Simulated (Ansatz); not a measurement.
# Zn$_{23}$O$_{24}$ (cell with a defect): what the fields show

```
Zn O
1.0
    -6.55897    0.00000   -5.29327
     3.27949    5.68024   -5.29327
     3.27949   -5.68024   -5.29327
Zn O
23 24
Direct
  0.33515 0.00187 0.16877
  0.50076 0.16703 0.82985
  0.99626 0.16747 0.33392
  0.50032 0.66297 0.33434
  0.16761 0.33435 0.99931
  0.83265 0.00200 0.66606
  0.66764 0.83246 0.00121
  0.33527 0.49919 0.66621
  0.16573 0.83436 0.50124
  0.83244 0.49936 0.16889
  0.00025 0.66697 0.83387
  0.33381 0.16881 0.49963
  0.00096 0.83224 0.16814
  0.16554 0.00127 0.83455
  0.66607 0.00051 0.33571
  0.16670 0.49948 0.33339
  0.83279 0.16653 0.00028
  0.49983 0.83341 0.66637
  0.33457 0.66763 0.99911
  0.99601 0.33333 0.66475
  0.83116 0.66266 0.50022
  0.50212 0.33275 0.16740
  0.66666 0.49785 0.82954
  0.52761 0.37745 0.72758
  0.20446 0.03941 0.37327
  0.37267 0.20639 0.03806
  0.89400 0.19434 0.54432
  0.37240 0.70749 0.53999
  0.04074 0.37312 0.20597
  0.70640 0.03912 0.87433
  0.53967 0.87118 0.20627
  0.20599 0.54217 0.87413
  0.04055 0.87269 0.70908
  0.71071 0.56068 0.36124
  0.87546 0.70726 0.03960
  0.52440 0.19107 0.35797
  0.20768 0.87436 0.04126
  0.37206 0.03968 0.70666
  0.87310 0.03877 0.20655
  0.37299 0.53978 0.20565
  0.03978 0.20840 0.87470
  0.70763 0.87296 0.54204
  0.54173 0.70782 0.87335
  0.20627 0.37515 0.54118
  0.04112 0.70650 0.37530
  0.70843 0.37432 0.03984
  0.87441 0.54108 0.70800
```

Spin-polarised.

Theory: DFT PBE, scalar-relativistic, plane waves, PAW in Ansatz 0.2.0.

The density is the valence pseudo-density of a PAW calculation; it isn't the true density close to the nuclei.

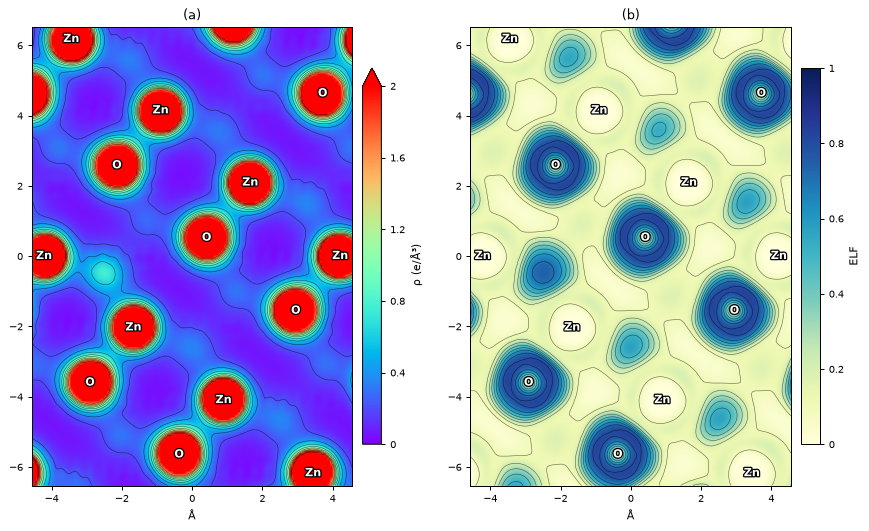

Figure 1. (a) valence electron density; (b) ELF on the (011̄) plane of the calculation cell.

Interpret the plot.

Atoms in the plane: Zn and O. Atoms just off the plane (O, 0.8 Å away) can leave unmarked features too. Zn–O (2.01 Å): ρ is about 0.56 e/Å³ halfway; the ELF peaks at about 0.85 in the valence shell of O, 0.6 Å from its nucleus, and is about 0.25 at the midpoint; no localised pair shows between them. Between the atoms the lowest density in this plane is 0.03 e/Å³.

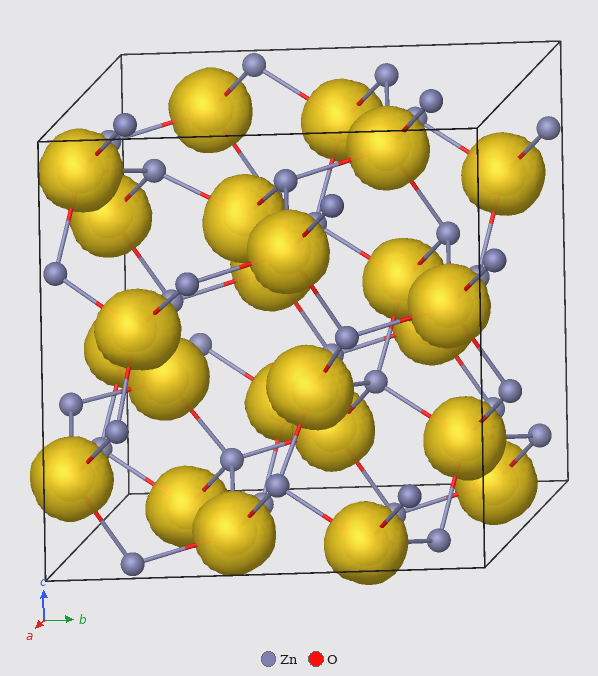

Figure 2. Isosurface of the ELF at 0.75 (yellow), seen slightly off an axis. Core shells and regions of very low density are left out. Sticks mark near contacts.

Where are the electrons localised?

The ELF exceeds this value in 24 regions wrapped around O (the valence shell of each), counted in one cell of 47 atoms. Regions shared between cells count once. Profiles from the grid: Zn–O (1.92 Å): the ELF peaks at about 0.85 in the valence shell of O, 0.6 Å from its nucleus, and is about 0.30 at the midpoint (no localised pair shows between them). Zn–O (1.98 Å): the ELF peaks at about 0.85 in the valence shell of O, 0.6 Å from its nucleus, and is about 0.25 at the midpoint (no shared electron pair shows on this line).
